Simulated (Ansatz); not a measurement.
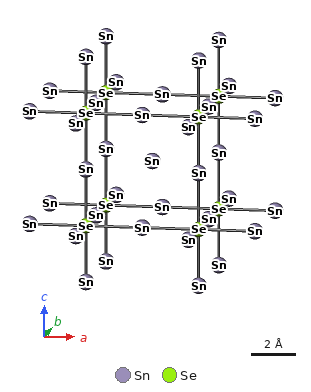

This is the input geometry for a relaxation of crystalline Sn4Se (a generated structure, set up in Pm-3m) (coarse preliminary run). The picture is a ball-and-stick view of the cell of the calculation, seen slightly off an axis.

Level of theory: DFT PBE, scalar-relativistic, plane waves, PAW (Ansatz).

Input
```yaml
crystal:
  lattice:
    - [5.3085334, 0.0, 0.0]
    - [0.0, 5.3085334, 0.0]
    - [0.0, 0.0, 5.3085334]
  atoms:
    - { symbol: Sn, position: [0.5, 0.0, 0.0] }
    - { symbol: Sn, position: [0.0, 0.5, 0.0] }
    - { symbol: Sn, position: [0.0, 0.0, 0.5] }
    - { symbol: Sn, position: [0.5, 0.5, 0.5] }
    - { symbol: Se, position: [0.0, 0.0, 0.0] }
basis:
  ecutwfc: 420
kpoints:
  mp_grid: { grid: [4, 4, 4] }
hamiltonian:
  xc: pbe
scf:
  occupations: { method: gaussian, width: 0.1 }
  lower_state_search: "off"
output:
  forces: true
  stress: true
  eigenvalues: true
relax:
  adjacent_minimum: "off"
  f_tol: 0.04
  max_steps: 70
  cell: { stress_tol: 0.4 }
```

Launched with:
```bash
ansatz run input.yaml --threads 1 --pin off --max-ram 2560MiB --backend cpu --events-out ev --progress --plain --runs-dir out
```

Question: What does the optimiser find from here?

Answer: No atom moves by more than 0.005 Å relative to the cell. The drawn cell changes as follows: a = b = c 5.309 → 5.559 Å (+4.7 %); the volume changes by +14.8 %. Among the contacts that change: Sn1–Se5 2.654 → 2.779 Å. The space group stays Pm-3m (No. 221). Over 1 accepted move (2 points after the start) the energy falls by 0.367 eV per cell of the calculation. All forces vanish by symmetry, so only the cell relaxes. Pressure: 5.86 GPa at the start and 0.02 GPa at the end. The SCF was repeated once at an unchanged geometry on a basis and grid sized afresh for the cell, which shifted the energy by 3.3 meV per cell of the calculation at most.

History of the run:

```
step  E − E(0), meV/atom  pressure, GPa  volume, Å³/atom                      note
   0                0.00           5.86           29.919                          
   1              -72.76           0.03           34.353                          
   2              -73.41           0.02           34.353  same geometry, new basis
```

Final geometry:

```
CELL_PARAMETERS angstrom
5.55879 0.00000 0.00000
0.00000 5.55879 0.00000
0.00000 0.00000 5.55879
ATOMIC_POSITIONS crystal
Sn 0.50000 0.00000 0.00000
Sn 0.00000 0.50000 0.00000
Sn 0.00000 0.00000 0.50000
Sn 0.50000 0.50000 0.50000
Se 0.00000 0.00000 0.00000
```

After the run, drawn alike:

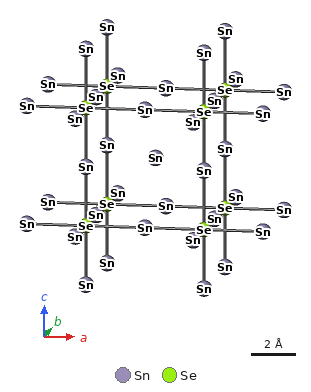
